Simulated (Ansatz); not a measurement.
**TiAl: one change and its effect**

System: TiAl (Cm, 2 atoms in the cell).
Method of run 1: DFT PBEsol, scalar-relativistic, plane waves, PAW, no spin polarisation (Ansatz 0.2.0).

The structure derives from an entry of the Crystallography Open Database. Text and figures count atoms from 1; the logs count them from 0 in places.

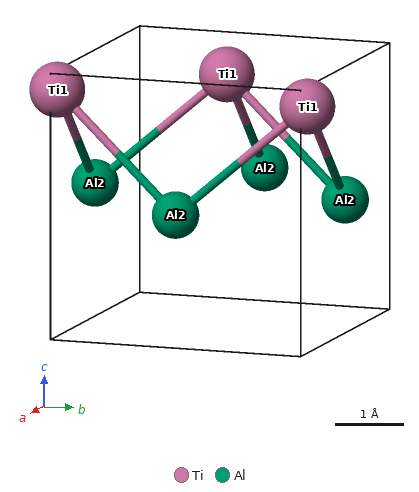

Fig. 1: The input geometry (ball-and-stick view of the cell 2 times as large as that of the calculation, set on its symmetry axes, seen slightly off an axis; atoms are numbered from 1 in the order of the input). An atom can appear more than once, as a periodic image.

**The input, run 1**
```yaml
crystal:
  lattice:
    - [2.7951585984, 0.0, 0.0]
    - [0.0, 2.7951585984, 0.0]
    - [0.0, 0.0, 4.038740475]
  atoms:
    - { symbol: Ti, position: [-0.0758926647, -0.0758926647, -0.0742805837] }
    - { symbol: Al, position: [0.5, 0.5, 0.5] }
basis:
  ecutwfc: 420
kpoints:
  mp_grid: { grid: [22, 22, 16] }
hamiltonian:
  xc: pbesol
scf:
  occupations: { method: gaussian, width: 0.15 }
output:
  forces: true
  stress: true
  eigenvalues: true
```

Launched with:
```bash
ansatz run input.yaml --threads 2 --pin off --max-ram 5120MiB --backend cpu --events-out ev --progress --plain --runs-dir out
```

Hardware: 2 threads of Intel Xeon @ 2.50GHz (Skylake/Cascade Lake), 192 GiB of memory available, shared host.

**Output, shortened to warnings, some set-up lines, iterations and results (run 1)**
```
Basis set: ecut = 420 eV, 617 PW (Γ), exchange–correlation on 40×40×54 points (8 copies of the dense FFT grid, shifted against one another)
Symmetry: 2 space group operations
k-points: 2037 of 7744 (time reversal used)
Initial density: superposition of atomic densities (neutral atoms: chi_scale 0, normalization atom), corrected by the library's trained network
[...]
SCF iter   1: F=—  HF=-2998.725422 eV  |F-HF|=—  |Δ(HF+E_count)|=         —  Δρ=4.79e-3  dr2=5.77e-3  ethr=1.77e-3  ⟨swp⟩=4.9  Hψ=122808  notcnv=0
SCF iter   2: F=—  HF=-2998.724009 eV  |F-HF|=—  |Δ(HF+E_count)|=   1.41e-3  Δρ=2.37e-3  dr2=1.97e-3  ethr=3.85e-5  ⟨swp⟩=1.1  Hψ=41071  notcnv=0
SCF iter   3: F=—  HF=-2998.723606 eV  |F-HF|=—  |Δ(HF+E_count)|=   4.04e-4  Δρ=5.96e-4  dr2=3.04e-4  ethr=1.32e-5  ⟨swp⟩=2.0  Hψ=31623  notcnv=0
SCF iter   4: F=—  HF=-2998.723517 eV  |F-HF|=—  |Δ(HF+E_count)|=   8.89e-5  Δρ=2.01e-4  dr2=1.56e-5  ethr=2.03e-6  ⟨swp⟩=2.0  Hψ=31276  notcnv=0
SCF iter   5: F=—  HF=-2998.723602 eV  |F-HF|=—  |Δ(HF+E_count)|=   8.52e-5  Δρ=5.81e-5  dr2=1.13e-6  ethr=1.04e-7  ⟨swp⟩=2.3  Hψ=31905  notcnv=0
SCF iter   6: F=-2998.723602 eV  HF=-2998.723602 eV  |F-HF|=4.53e-9  |Δ(HF+E_count)|=   7.84e-8  Δρ=1.15e-5  dr2=2.14e-8  ethr=6.67e-10  ⟨swp⟩=2.7  Hψ=81954  notcnv=0
SCF 1 converged in 6 iterations: F = -2998.723602 eV  dr2 = 2.14e-8
SCF converged after 6 iterations
Free energy (F): -2998.723602 eV
Harris-Foulkes:  -2998.723602 eV  (|F-HF|=4.53e-9)
Internal energy: -2998.703519 eV  (E = F + TS)
E sigma→0 (E₀):  -2998.713560 eV
Entropy (-TS):   -0.020083 eV (-10.042 meV/atom)
Fermi energy:    11.193805 eV
--- Per-component energies (eV) ---
  E_band       = -159.246921
  E_kinetic    = 299.153258
  E_local      = -1081.760116  (includes V_loc(G=0)·N_el)
  E_nonlocal   = 21.331945
  E_hartree    = 465.010089
  E_xc         = -137.400522
  E_vxc        = -152.330963  (∫ρ·V_xc dr)
  E_paw        = -1478.405965  (= ΣΔE_a)
  E_vpaw       = -175.659728  (= ΣTr[D̂ρ^β])
  E_aug_tail   = 0.000115  (compensation charges beyond the density's cutoff)
  E_ewald      = -1086.790847
  E_core_change = 0.158523  (= ΣΔE_core)
  E_smearing   = -0.020083  (= −TS)
  E_closure    = -0.000000  (closes the sum)
  Σ components = -2998.723602   (vs F -2998.723602, Δ=0.00e0)
--- Forces (eV/Å), atoms counted from 1 ---
  atom   1  Ti     1.27326550     1.27326550     2.36028105
  atom   2  Al    -1.27325446    -1.27325446    -2.36029580
  max |Σ_I F_I| component: 1.48e-5 eV/Å
--- Stress (GPa, compression-positive) ---
        5.698087       2.149295       6.081714
        2.149295       5.698087       6.081714
        6.081713       6.081713       9.848570
  P = ⅓ Tr σ = 7.0816 GPa (70.816 kbar)
```

Run 2 used a changed input.

**The two runs side by side**

```tsv
quantity	run 1	run 2
outcome	converged	converged
free energy per atom (eV)	−1499.3618	−1499.6117
energy per atom, smearing taken to zero (eV)	−1499.3568	−1499.6065
gap on the mesh (eV)	0.00	0.00
pressure (GPa)	7.08	0.59
largest force (eV/Å)	2.969	0.701
SCF iterations	6	6
irreducible k-points	2037	1197
plane waves at Γ	617	617
wall time (shared host)	42 s	24 s
```

What was changed in the input?

The change (lines with − go, lines with + come):
```diff
-    - { symbol: Ti, position: [-0.0758926647, -0.0758926647, -0.0742805837] }
+    - { symbol: Ti, position: [-0.0379463324, -0.0379463324, 0.0] }
```

With the same functional and potentials, run 2 lies 249.9 meV per atom lower. The pressure goes from 7.08 to 0.59 GPa. The largest force goes from 2.969 to 0.701 eV/Å. The number of SCF iterations is the same. The irreducible k-points go from 2037 to 1197. On the same kind of shared host run 2 took about 0.57 times as long.

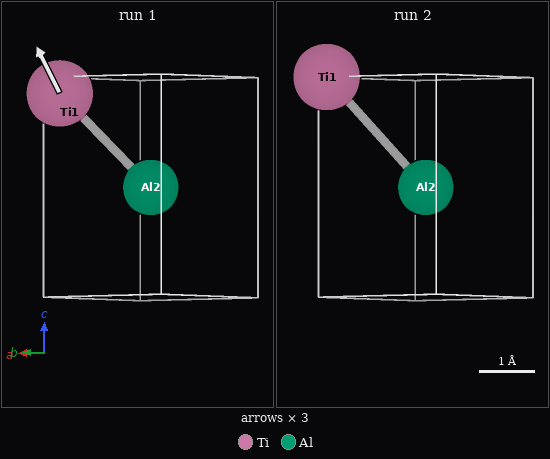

Fig. 2: The two input geometries at one scale (ball-and-stick view of the cell of the calculation, seen at an oblique angle). The white arrows on the first give the shifts of the atoms relative to the cell, magnified 3 times. Ti1 moves most: 0.34 Å. Al stays in place. The cell stays as it was. Among the contacts that change: Ti1–Al2 2.401 → 2.723 Å.

**Output, shortened to warnings, some set-up lines, iterations and results (run 2)**
```
Basis set: ecut = 420 eV, 617 PW (Γ), exchange–correlation on 40×40×54 points (8 copies of the dense FFT grid, shifted against one another)
Symmetry: 4 space group operations
k-points: 1197 of 7744 (time reversal used)
Initial density: superposition of atomic densities (neutral atoms: chi_scale 0, normalization atom), corrected by the library's trained network
[...]
SCF iter   1: F=—  HF=-2999.225019 eV  |F-HF|=—  |Δ(HF+E_count)|=         —  Δρ=4.37e-3  dr2=4.76e-3  ethr=1.77e-3  ⟨swp⟩=4.9  Hψ=71420  notcnv=0
SCF iter   2: F=—  HF=-2999.223796 eV  |F-HF|=—  |Δ(HF+E_count)|=   1.22e-3  Δρ=2.17e-3  dr2=2.02e-3  ethr=3.18e-5  ⟨swp⟩=1.4  Hψ=25720  notcnv=0
SCF iter   3: F=—  HF=-2999.223337 eV  |F-HF|=—  |Δ(HF+E_count)|=   4.59e-4  Δρ=3.79e-4  dr2=4.60e-5  ethr=1.34e-5  ⟨swp⟩=2.2  Hψ=19090  notcnv=0
SCF iter   4: F=—  HF=-2999.223390 eV  |F-HF|=—  |Δ(HF+E_count)|=   5.38e-5  Δρ=1.16e-4  dr2=4.29e-6  ethr=3.07e-7  ⟨swp⟩=2.1  Hψ=18948  notcnv=0
SCF iter   5: F=—  HF=-2999.223390 eV  |F-HF|=—  |Δ(HF+E_count)|=   3.71e-7  Δρ=2.71e-5  dr2=1.80e-7  ethr=2.86e-8  ⟨swp⟩=1.2  Hψ=14949  notcnv=0
SCF iter   6: F=-2999.223390 eV  HF=-2999.223390 eV  |F-HF|=1.41e-10  |Δ(HF+E_count)|=   3.45e-9  Δρ=3.64e-6  dr2=1.84e-9  ethr=6.67e-10  ⟨swp⟩=4.2  Hψ=40912  notcnv=0
SCF 1 converged in 6 iterations: F = -2999.223390 eV  dr2 = 1.84e-9
SCF converged after 6 iterations
Free energy (F): -2999.223390 eV
Harris-Foulkes:  -2999.223390 eV  (|F-HF|=1.41e-10)
Internal energy: -2999.202543 eV  (E = F + TS)
E sigma→0 (E₀):  -2999.212967 eV
Entropy (-TS):   -0.020847 eV (-10.423 meV/atom)
Fermi energy:    11.241985 eV
--- Per-component energies (eV) ---
  E_band       = -159.189858
  E_kinetic    = 297.515980
  E_local      = -1065.659353  (includes V_loc(G=0)·N_el)
  E_nonlocal   = 20.647414
  E_hartree    = 457.595304
  E_xc         = -137.012556
  E_vxc        = -151.844834  (∫ρ·V_xc dr)
  E_paw        = -1477.967902  (= ΣΔE_a)
  E_vpaw       = -175.039146  (= ΣTr[D̂ρ^β])
  E_aug_tail   = 0.000116  (compensation charges beyond the density's cutoff)
  E_ewald      = -1094.480069
  E_core_change = 0.158523  (= ΣΔE_core)
  E_smearing   = -0.020847  (= −TS)
  E_closure    = -0.000000  (closes the sum)
  Σ components = -2999.223390   (vs F -2999.223390, Δ=0.00e0)
--- Forces (eV/Å), atoms counted from 1 ---
  atom   1  Ti     0.49538651     0.49538651     0.00000000
  atom   2  Al    -0.49537339    -0.49537339     0.00000000
  max |Σ_I F_I| component: 1.31e-5 eV/Å
--- Stress (GPa, compression-positive) ---
        0.258519       0.380901       0.000000
        0.380901       0.258519       0.000000
        0.000000       0.000000       1.259635
  P = ⅓ Tr σ = 0.5922 GPa (5.922 kbar)
```

For run 1: The cell is under a pressure of 7.1 GPa at this level, so it is not at its equilibrium volume.
